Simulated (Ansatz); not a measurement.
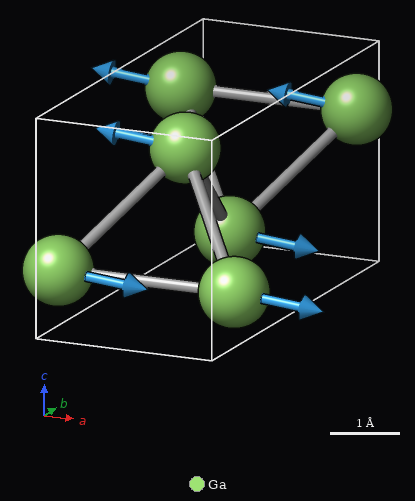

One vibrational mode of crystalline Ga at the zone centre. The blue arrows give the relative displacements of the atoms. The picture is a ball-and-stick view of the conventional cell (2 times the calculation's cell), seen slightly off an axis. Lengths and directions refer to the drawn axes.

All numbers below come from Ansatz, DFT LDA, scalar-relativistic, plane waves, PAW.

Input file:
```yaml
crystal:
  lattice:
    - [1.3542735557, -3.9065382138, -0.0163361335]
    - [1.3542735557, 3.9065382138, -0.0163361335]
    - [-0.1542549587, 0.0, 3.2790070094]
  atoms:
    - { symbol: Ga, position: [0.8663199157, 0.1336800843, 0.25] }
    - { symbol: Ga, position: [0.1336800843, 0.8663199157, 0.75] }
basis:
  ecutwfc: 420
kpoints:
  mp_grid: { grid: [16, 16, 12] }
hamiltonian:
  xc: lda
scf:
  occupations: { method: fermi_dirac, width: 0.15 }
output:
  eigenvalues: true
phonons:
  method: dfpt
  eigenvectors: true
```

Launched with:
```bash
ansatz run input.yaml --threads 1 --pin off --max-ram 3072MiB --backend cpu --events-out ev --progress --plain --runs-dir out
```

The frequencies depend somewhat on the k-mesh and the smearing.

Question: Give the symmetry, activity and frequency of this mode.

Answer: This is the B_g mode at 1.40 THz, the lowest optical level, Raman-active by symmetry. All motion is roughly along a; atoms of one kind move against one another, with no net shift of their sublattice.
